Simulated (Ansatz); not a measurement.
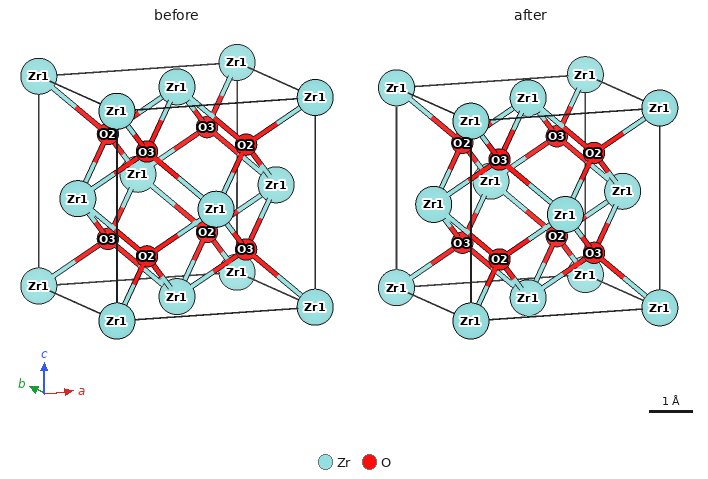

The structure of solid ZrO$_{2}$ (set up in Fm-3m) before (left) and after (right) a relaxation, at one scale.

A ball-and-stick model of the conventional cell (4 times the calculation's cell), seen slightly off an axis. Lengths and directions refer to the drawn axes.

Case: relaxed at 50 GPa.

All numbers below come from Ansatz, DFT PBEsol, scalar-relativistic, plane waves, PAW. (plane-wave cutoff 420 eV; k-point mesh 8 × 8 × 8; occupations fixed; target pressure 50 GPa; no spin polarisation; cell and atoms relaxed; force threshold 0.001 eV/Å; at most 60 steps)

### Summarise the run.

The atoms keep their places relative to the cell (all moves are under 0.005 Å). The volume changes by −13.5 %, with a = b = c 5.064 → 4.825 Å (−4.7 %). Some distances before and after: Zr1–Zr1 3.581 → 3.412 Å, Zr1–O2 2.193 → 2.089 Å. The space group stays Fm-3m (No. 225). Over 4 accepted moves (6 points after the start) the energy rises by 0.604 eV per cell of the calculation. With the target pressure of 50 GPa, the enthalpy E + pV changes by −0.764 eV per cell of the calculation. All forces vanish by symmetry, so only the cell relaxes. Pressure: 0.00 GPa at the start and 50.00 GPa at the end. At 2 points the geometry stayed and the basis and grid were re-selected for the new cell (energy shift of 10.5 meV per cell of the calculation at most each time). The run took 7.8 s on 1 thread of Arm Neoverse V1 (shared host), peak memory 0.29 GiB.
